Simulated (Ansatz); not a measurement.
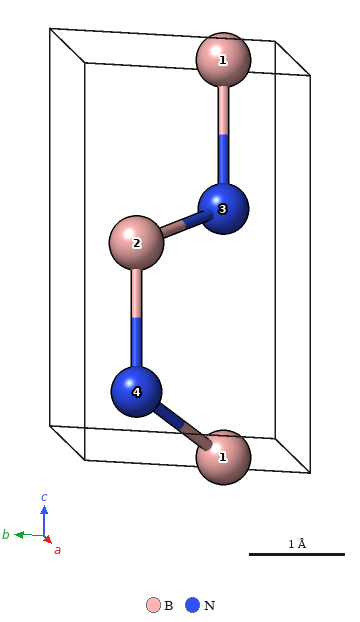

Fig. 1: The structure as given in the input (ball-and-stick view of the cell of the calculation, seen at an oblique angle; atoms are numbered from 1 in the order of the input). Near neighbours in the crystal (not all of them lie inside the picture): B has 4 N at 1.57 to 1.58 Å; N has 4 B at 1.57 to 1.58 Å.

# Geometry relaxation of BN

The run: geometry relaxation of BN (P6₃mc, 4 atoms in the cell). Method and program: DFT LDA, scalar-relativistic, plane waves, PAW, no spin polarisation (Ansatz 0.2.0).

The structure derives from a Materials Project entry. Figures and captions count atoms from 1; the log counts them from 0 in places.

The input:
```yaml
crystal:
  lattice:
    - [2.5539396017, 0.0, 0.0]
    - [-1.2769698009, 2.2117765748, 0.0]
    - [0.0, 0.0, 4.226855]
  atoms:
    - { symbol: B, position: [0.66666667, 0.33333333, 0.999724] }
    - { symbol: B, position: [0.33333333, 0.66666667, 0.499724] }
    - { symbol: "N", position: [0.66666667, 0.33333333, 0.625276] }
    - { symbol: "N", position: [0.33333333, 0.66666667, 0.125276] }
basis:
  ecutwfc: 520.0
kpoints:
  mp_grid: { grid: [9, 9, 6] }
hamiltonian:
  xc: lda
  pseudopotentials: { kind: paw }
scf:
  occupations: { method: gaussian, width: 0.1 }
output:
  forces: true
  stress: true
  eigenvalues: true
relax:
  adjacent_minimum: "off"
  f_tol: 0.05
  max_steps: 80
  cell: { stress_tol: 0.5 }
```

Hardware: 1 thread of Arm Neoverse N1, 54 GiB of memory available, shared host.

Launched with:
```bash
ansatz run input.yaml --threads 1 --pin off --max-ram 2048MiB --backend cpu --events-out ev --progress --plain --runs-dir out
```

Output:
```
Engine: ansatz 0.2.0, aarch64-unknown-linux-gnu
Pseudopotentials: kind: paw
Pseudopotential: B, paw, valence charge 3, recommended cutoff 420 eV (normal), B.paw.azcp
Pseudopotential: N, paw, valence charge 5, recommended cutoff 420 eV (normal), N.paw.azcp
Functional definition: SPW92
  exchange = slater_x
  correlation = pw_c
Crystal: 4 atoms, lattice volume = 23.876 Å³
Basis set: ecut = 520 eV, 651 PW (Γ)
Bands: 12, of which v1, the nominal top of the filled ones, is band 8 counted from 1 (7 counted from 0)
Symmetry: 12 space group operations
Space group: P63mc (ITA 186), of the structure as read, at distance tolerance 2.9e-5 Å
k-points: 48 of 486 (time reversal used)
Non-local potential: B, projectors of the file, l = 0: 2, l = 1: 2, l = 2: 1
Non-local potential: N, projectors of the file, l = 0: 2, l = 1: 2, l = 2: 1
PAW form: soft (Blöchl's): semilocal exchange-correlation on the pseudo side does not see the compensation charge
PAW frozen core: B, regenerated for the run's functional, and the local potential with it (the file was generated under x = pbe(κ = 0.804, μ = 0.2195149727645171), c = pbe(β = 0.06672455060314922))
PAW frozen core: N, regenerated for the run's functional, and the local potential with it (the file was generated under x = pbe(κ = 0.804, μ = 0.2195149727645171), c = pbe(β = 0.06672455060314922))
PAW one-centre angular grid: B, 110 points (default); XC on 64 Gauss nodes
PAW one-centre angular grid: N, 110 points (default); XC on 64 Gauss nodes
Initial density: superposition of atomic densities (neutral atoms: chi_scale 0, normalization atom), corrected by the library's trained network
Initial wavefunctions: pseudopotential atomic-orbital guess
Functional: x = slater, c = lda
SCF iter   1: F=—  HF=-1052.850590 eV  |F-HF|=—  |Δ(HF+E_count)|=         —  Δρ=9.85e-3  dr2=1.75e-2  ethr=1.77e-3  ⟨swp⟩=4.8  Hψ=3013  notcnv=0
preconditioner: auto → none  [insulator: Δε(μ)=4.909 eV  Ē_g=17.319 eV  σ=0.100 eV  W_gap=1.00  n_scr=2 (ndim 8)  ℏωp=30.4 eV  f_vac=0.000  D(μ)=0.00/eV (n_scr^D=0)  ε∞_Penn≈4.1]
SCF iter   2: F=—  HF=-1052.845665 eV  |F-HF|=—  |Δ(HF+E_count)|=   4.92e-3  Δρ=4.08e-3  dr2=1.55e-3  ethr=1.10e-4  ⟨swp⟩=2.1  Hψ=1258  notcnv=0
SCF iter   3: F=—  HF=-1052.845182 eV  |F-HF|=—  |Δ(HF+E_count)|=   4.83e-4  Δρ=1.69e-3  dr2=2.09e-4  ethr=9.67e-6  ⟨swp⟩=2.2  Hψ=929  notcnv=0
SCF iter   4: F=—  HF=-1052.845121 eV  |F-HF|=—  |Δ(HF+E_count)|=   6.13e-5  Δρ=2.54e-4  dr2=4.27e-6  ethr=1.31e-6  ⟨swp⟩=1.0  Hψ=576  notcnv=0
SCF iter   5: F=—  HF=-1052.845120 eV  |F-HF|=—  |Δ(HF+E_count)|=   8.20e-7  Δρ=1.68e-5  dr2=2.64e-8  ethr=2.67e-8  ⟨swp⟩=2.3  Hψ=954  notcnv=0
SCF iter   6: F=-1052.845120 eV  HF=-1052.845120 eV  |F-HF|=7.71e-11  |Δ(HF+E_count)|=   3.22e-9  Δρ=2.02e-6  dr2=2.51e-10  ethr=1.65e-10  ⟨swp⟩=1.5  Hψ=1888  notcnv=0
SCF 1 converged in 6 iterations: F = -1052.845120 eV  dr2 = 2.51e-10
  greatest PAW one-centre occupation: 0.779 electrons in one spin orbital (limit 2), on the N atom at site 3 (counted from 0), in its partial waves of l = 0
relax step   1: F+E_penalty+E_count = -1052.84511989 eV  Δ(F+E_penalty+E_count) = +0.000e0 eV  max|allowed force component| = 2.315e-2 eV/Å  Δτ_max = 0.0000 Å  P = -13.723 GPa  Ω = 23.876 Å³  (6 SCF iters, dr2 threshold 1.00e-7 eV, accepted)
Crystal: 4 atoms, lattice volume = 23.373 Å³
Basis set: ecut = 520 eV, 627 PW (Γ)
Initial density: handed on by an earlier stage of this run
Initial wavefunctions: those handed on with the density
iter 1 solved again at ethr=3.92e-5 eV; its pass at ethr=3.10e-3 eV (dr2=6.27e-3 eV) is discarded
SCF iter   1: F=—  HF=-1052.878597 eV  |F-HF|=—  |Δ(HF+E_count)|=         —  Δρ=5.46e-3  dr2=6.00e-3  ethr=3.92e-5  ⟨swp⟩=1.0  Hψ=3749  notcnv=0
preconditioner: auto → none  [insulator: Δε(μ)=5.023 eV  Ē_g=17.625 eV  σ=0.100 eV  W_gap=1.00  n_scr=2 (ndim 8)  ℏωp=30.7 eV  f_vac=0.000  D(μ)=0.00/eV (n_scr^D=0)  ε∞_Penn≈4.0]
SCF iter   2: F=—  HF=-1052.876473 eV  |F-HF|=—  |Δ(HF+E_count)|=   2.12e-3  Δρ=2.00e-3  dr2=6.93e-4  ethr=3.75e-5  ⟨swp⟩=2.1  Hψ=916  notcnv=0
SCF iter   3: F=—  HF=-1052.876237 eV  |F-HF|=—  |Δ(HF+E_count)|=   2.36e-4  Δρ=6.40e-4  dr2=8.39e-5  ethr=4.33e-6  ⟨swp⟩=2.7  Hψ=988  notcnv=0
SCF iter   4: F=—  HF=-1052.876211 eV  |F-HF|=—  |Δ(HF+E_count)|=   2.67e-5  Δρ=9.60e-5  dr2=7.42e-7  ethr=5.25e-7  ⟨swp⟩=2.9  Hψ=1069  notcnv=0
SCF iter   5: F=-1052.876211 eV  HF=-1052.876211 eV  |F-HF|=1.76e-9  |Δ(HF+E_count)|=   5.24e-8  Δρ=4.49e-6  dr2=3.15e-9  ethr=2.50e-9  ⟨swp⟩=5.2  Hψ=2694  notcnv=0
SCF 2 converged in 5 iterations: F = -1052.876211 eV  dr2 = 3.15e-9
  greatest PAW one-centre occupation: 0.781 electrons in one spin orbital (limit 2), on the N atom at site 3 (counted from 0), in its partial waves of l = 0
relax step   2: F+E_penalty+E_count = -1052.87621072 eV  Δ(F+E_penalty+E_count) = -3.109e-2 eV  max|allowed force component| = 1.994e-3 eV/Å  Δτ_max = 0.0001 Å  P = -5.917 GPa  Ω = 23.373 Å³  energy of the carried Pulay correction = +3.001e-5 eV  (5 SCF iters, dr2 threshold 4.00e-7 eV, accepted)
Crystal: 4 atoms, lattice volume = 23.005 Å³
iter 1 solved again at ethr=2.23e-5 eV; its pass at ethr=3.10e-3 eV (dr2=3.57e-3 eV) is discarded
SCF iter   1: F=—  HF=-1052.884128 eV  |F-HF|=—  |Δ(HF+E_count)|=         —  Δρ=4.17e-3  dr2=3.42e-3  ethr=2.23e-5  ⟨swp⟩=1.0  Hψ=3700  notcnv=0
preconditioner: auto → none  [insulator: Δε(μ)=4.974 eV  Ē_g=17.803 eV  σ=0.100 eV  W_gap=1.00  n_scr=2 (ndim 8)  ℏωp=31.0 eV  f_vac=0.000  D(μ)=0.00/eV (n_scr^D=0)  ε∞_Penn≈4.0]
SCF iter   2: F=—  HF=-1052.882913 eV  |F-HF|=—  |Δ(HF+E_count)|=   1.21e-3  Δρ=1.51e-3  dr2=3.86e-4  ethr=2.14e-5  ⟨swp⟩=2.1  Hψ=922  notcnv=0
SCF iter   3: F=—  HF=-1052.882780 eV  |F-HF|=—  |Δ(HF+E_count)|=   1.33e-4  Δρ=4.83e-4  dr2=4.63e-5  ethr=2.41e-6  ⟨swp⟩=2.8  Hψ=996  notcnv=0
SCF iter   4: F=—  HF=-1052.882764 eV  |F-HF|=—  |Δ(HF+E_count)|=   1.60e-5  Δρ=7.16e-5  dr2=4.00e-7  ethr=2.90e-7  ⟨swp⟩=2.8  Hψ=1055  notcnv=0
SCF iter   5: F=-1052.882764 eV  HF=-1052.882764 eV  |F-HF|=8.39e-10  |Δ(HF+E_count)|=   2.55e-8  Δρ=3.26e-6  dr2=1.54e-9  ethr=2.50e-9  ⟨swp⟩=4.5  Hψ=2456  notcnv=0
SCF 3 converged in 5 iterations: F = -1052.882764 eV  dr2 = 1.54e-9
  greatest PAW one-centre occupation: 0.783 electrons in one spin orbital (limit 2), on the N atom at site 3 (counted from 0), in its partial waves of l = 0
relax step   3: F+E_penalty+E_count = -1052.88276388 eV  Δ(F+E_penalty+E_count) = -6.553e-3 eV  max|allowed force component| = 8.627e-4 eV/Å  Δτ_max = 0.0003 Å  P = +0.309 GPa  Ω = 23.005 Å³  energy of the carried Pulay correction = +5.247e-5 eV  (5 SCF iters, dr2 threshold 4.00e-7 eV, accepted)
Initial wavefunctions: pseudopotential atomic-orbital guess (no wavefunctions were taken with the density)
iter 1 solved again at ethr=2.55e-8 eV; its pass at ethr=3.10e-3 eV (dr2=4.08e-6 eV) is discarded
SCF iter   1: F=—  HF=-1052.882718 eV  |F-HF|=—  |Δ(HF+E_count)|=         —  Δρ=1.95e-5  dr2=7.77e-9  ethr=2.55e-8  ⟨swp⟩=3.0  Hψ=4876  notcnv=0
preconditioner: auto → none  [insulator: Δε(μ)=4.926 eV  Ē_g=17.789 eV  σ=0.100 eV  W_gap=1.00  n_scr=2 (ndim 8)  ℏωp=31.0 eV  f_vac=0.000  D(μ)=0.00/eV (n_scr^D=0)  ε∞_Penn≈4.0]
SCF iter   2: F=—  HF=-1052.882718 eV  |F-HF|=—  |Δ(HF+E_count)|=   3.07e-7  Δρ=9.88e-6  dr2=1.86e-9  ethr=2.50e-11  ⟨swp⟩=3.7  Hψ=2697  notcnv=0
SCF iter   3: F=-1052.882718 eV  HF=-1052.882718 eV  |F-HF|=2.80e-10  |Δ(HF+E_count)|=   3.36e-9  Δρ=2.17e-6  dr2=4.61e-10  ethr=1.16e-11  ⟨swp⟩=1.9  Hψ=2002  notcnv=0
SCF 4 converged in 3 iterations: F = -1052.882718 eV  dr2 = 4.61e-10
relax step   4: F+E_penalty+E_count = -1052.88271795 eV  Δ(F+E_penalty+E_count) = +4.593e-5 eV  max|allowed force component| = 8.694e-4 eV/Å  Δτ_max = 0.0000 Å  P = +0.309 GPa  Ω = 23.005 Å³  stress off target by 4.18e-1 GPa  SCF on the basis re-selected at this cell (its energy is not comparable with the rows above)  (3 SCF iters)
```

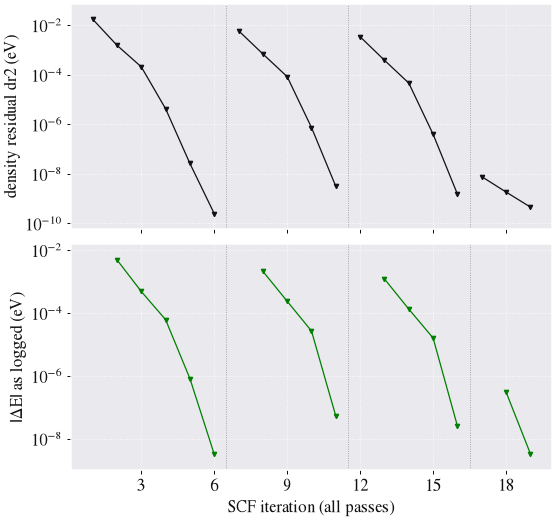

Fig. 2: Convergence of the self-consistent field: density residual dr2 and size of the energy change against the SCF iteration. The dotted lines part the SCF passes of the relaxation: geometry steps, rejected trials and re-solves on a re-selected basis. The passes take 6, 5, 5 and 3 iterations.

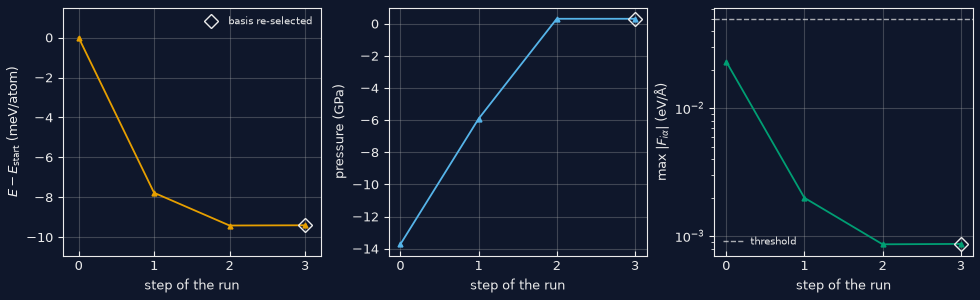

Fig. 3: Progress of the relaxation, step by step (the first geometry is step 0 here and step 1 in the log).

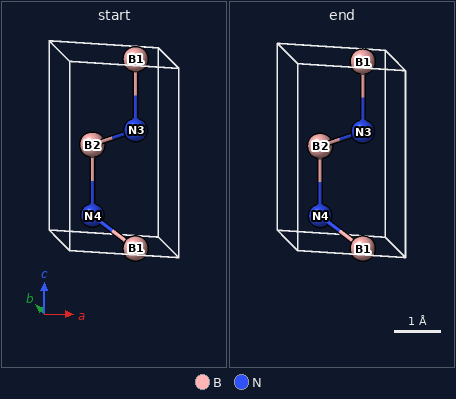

Fig. 4: Before (left) and after (right) the relaxation, at one scale (ball-and-stick view of the cell of the calculation, seen slightly off an axis). No atom moves by more than 0.005 Å relative to the cell. The volume changes by −3.7 %, with a = b 2.554 → 2.522 Å (−1.2 %), c 4.227 → 4.175 Å (−1.2 %). Distances before and after: B1–N3 1.583 → 1.563 Å, B1–N4 1.567 → 1.548 Å. The space group stays P6_3mc (No. 186). After 2 geometry steps the energy has fallen by 9.4 meV per atom. Largest force component: 0.023 eV/Å at the start, 0.00087 eV/Å at the end. The pressure goes from −13.72 to 0.31 GPa. A last SCF at the same geometry on a re-selected plane-wave basis shifts the energy by +0.0 meV per atom. (Atoms are counted from 1 in the order of the input.)

```
basis re-selected at this cell: Δ(F+E_penalty+E_count) = +4.593e-5 eV, ΔP = +0.000 GPa vs the last step (what re-selecting the basis moved, of the pressure what is left beyond the Pulay correction that the steps carried, after the strain that the cell walked since its last selection, with what the two solves' SCF thresholds leave and, on support functions, any second-order correction that the steps lacked; it is no measure of the basis error at this ecutwfc). This SCF's stress stands 4.18e-1 GPa from its target on what of the cell is left free (relax.cell.stress_tol is 5.00e-1 GPa) and its largest allowed force component is 8.69e-4 eV/Å (relax.f_tol is 5.00e-2 eV/Å): within both
SCF converged after 3 iterations
Free energy (F): -1052.882718 eV
Harris-Foulkes:  -1052.882718 eV  (|F-HF|=2.80e-10)
Internal energy: -1052.882718 eV  (E = F + TS)
E sigma→0 (E₀):  -1052.882718 eV
Fermi energy:    13.986126 eV
--- Per-component energies (eV) ---
  E_band       = 54.374833
  E_kinetic    = 373.335904
  E_local      = -349.843475  (includes V_loc(G=0)·N_el)
  E_nonlocal   = 117.907804
  E_hartree    = 96.733033
  E_xc         = -185.899442
  E_vxc        = -232.097927  (∫ρ·V_xc dr)
  E_paw        = -383.137062  (= ΣΔE_a)
  E_vpaw       = -48.393876  (= ΣTr[D̂ρ^β])
  E_aug_tail   = 0.000019  (compensation charges beyond the density's cutoff)
  E_ewald      = -722.231257
  E_core_change = 0.251757  (= ΣΔE_core)
  E_smearing   = -0.000000  (= −TS)
  E_closure    = 0.000000  (closes the sum)
  Σ components = -1052.882718   (vs F -1052.882718, Δ=0.00e0)
--- Forces (eV/Å), atoms counted from 1 ---
  atom   1  B     -0.00000000     0.00000000     0.00086816
  atom   2  B      0.00000000     0.00000000     0.00086816
  atom   3  N      0.00000000     0.00000000    -0.00087061
  atom   4  N     -0.00000000    -0.00000000    -0.00087061
  max |Σ_I F_I| component: 4.89e-6 eV/Å
--- Stress (GPa, compression-positive) ---
        0.417612      -0.000000      -0.000000
       -0.000000       0.417612      -0.000000
       -0.000000      -0.000000       0.092342
  P = ⅓ Tr σ = 0.3092 GPa (3.092 kbar)
--- Band table (eV; the first three rows and the last of 48) ---
  k-point 0: bands = ["-9.0429", "-4.7050", "0.3187", "9.3366", "9.3366", "11.2253", "11.5230", "11.5230", "19.8844", "19.8844", "20.1523", "21.4610"]
  k-point 1: bands = ["-8.8726", "-5.3200", "1.2325", "9.4572", "9.4572", "10.3224", "11.3406", "11.3406", "20.0885", "20.0885", "20.5058", "21.4335"]
  k-point 2: bands = ["-8.3674", "-6.4717", "3.2582", "8.2131", "9.8010", "9.8010", "10.8773", "10.8773", "20.6549", "20.6549", "20.9931", "21.3575"]
  k-point 47: bands = ["-3.3366", "-3.3366", "2.5638", "2.5638", "3.4918", "3.4918", "8.3860", "8.3860", "21.0216", "21.0216", "21.6001", "21.6001"]
--- Relaxed structure (3 steps of the walk, 3 accepted, 1 SCFs on fresh bases) ---
  F+E_penalty+E_count = -1052.88271795 eV   max|allowed force component| = 8.694e-4 eV/Å   (the final SCF, on the basis selected at the relaxed cell)
  cell:  # Å, volume = 23.0048 Å³
    - [2.522411958346229, 2.8511148559483082e-11, 1.672571349208018e-34]
    - [-1.2612059791978059, 2.184472834723234, -1.6992154572979455e-34]
    - [2.7681612226082717e-34, -1.6491173241070552e-34, 4.174994027808205]
  atoms:
    - { symbol: B, position: [0.6666666666666667, 0.33333333333333337, 0.9996905228902555] }
    - { symbol: B, position: [0.33333333333333337, 0.6666666666666667, 0.49969052289025545] }
    - { symbol: N, position: [0.6666666666666667, 0.33333333333333337, 0.6253094771097447] }
    - { symbol: N, position: [0.33333333333333337, 0.6666666666666667, 0.12530947710974463] }
```

Trajectory as extended XYZ (Å, eV, eV/Å), 4 frames, from step=1 to step=4:
```
4
Lattice="2.5539 0.0000 0.0000 -1.2770 2.2118 0.0000 0.0000 0.0000 4.2269" Properties=species:S:1:pos:R:3:forces:R:3 step=1 energy=-1052.84512 pressure_GPa=-13.72
B     1.2770    0.7373    4.2257    0.0000   0.0000   0.0232
B     0.0000    1.4745    2.1123    0.0000   0.0000   0.0232
N     1.2770    0.7373    2.6430    0.0000   0.0000  -0.0232
N     0.0000    1.4745    0.5295    0.0000   0.0000  -0.0232
4
Lattice="2.5363 0.0000 0.0000 -1.2681 2.1965 0.0000 0.0000 0.0000 4.1956" Properties=species:S:1:pos:R:3:forces:R:3 step=2 energy=-1052.87621 pressure_GPa=-5.92
B     1.2681    0.7322    4.1946    0.0000   0.0000   0.0020
B     0.0000    1.4643    2.0968    0.0000   0.0000   0.0020
N     1.2681    0.7322    2.6233    0.0000   0.0000  -0.0020
N     0.0000    1.4643    0.5255    0.0000   0.0000  -0.0020
4
Lattice="2.5224 0.0000 0.0000 -1.2612 2.1845 0.0000 0.0000 0.0000 4.1750" Properties=species:S:1:pos:R:3:forces:R:3 step=3 energy=-1052.88276 pressure_GPa=0.31
B     1.2612    0.7282    4.1737    0.0000   0.0000   0.0009
B     0.0000    1.4563    2.0862    0.0000   0.0000   0.0009
N     1.2612    0.7282    2.6107    0.0000   0.0000  -0.0009
N     0.0000    1.4563    0.5232    0.0000   0.0000  -0.0009
4
Lattice="2.5224 0.0000 0.0000 -1.2612 2.1845 0.0000 0.0000 0.0000 4.1750" Properties=species:S:1:pos:R:3:forces:R:3 step=4 energy=-1052.88272 pressure_GPa=0.31
B     1.2612    0.7282    4.1737    0.0000   0.0000   0.0009
B     0.0000    1.4563    2.0862    0.0000   0.0000   0.0009
N     1.2612    0.7282    2.6107    0.0000   0.0000  -0.0009
N     0.0000    1.4563    0.5232    0.0000   0.0000  -0.0009
```

Key numbers:

- outcome: converged
- space group (tolerance 0.01 Å): P6₃mc (186)
- electrons treated: 16
- free energy: −1052.8827 eV
- Fermi energy: 13.986 eV
- gap on the k-point mesh: 4.93 eV
- pressure: 0.31 GPa
- final volume: 23.00 Å³
- largest force (length of the vector) at the end: 0.001 eV/Å
- final cell: a = 2.522 Å, b = 2.522 Å, c = 4.175 Å, α = 90.00°, β = 90.00°, γ = 120.00°
- wall time: 16 s
- peak memory: 0.29 GiB
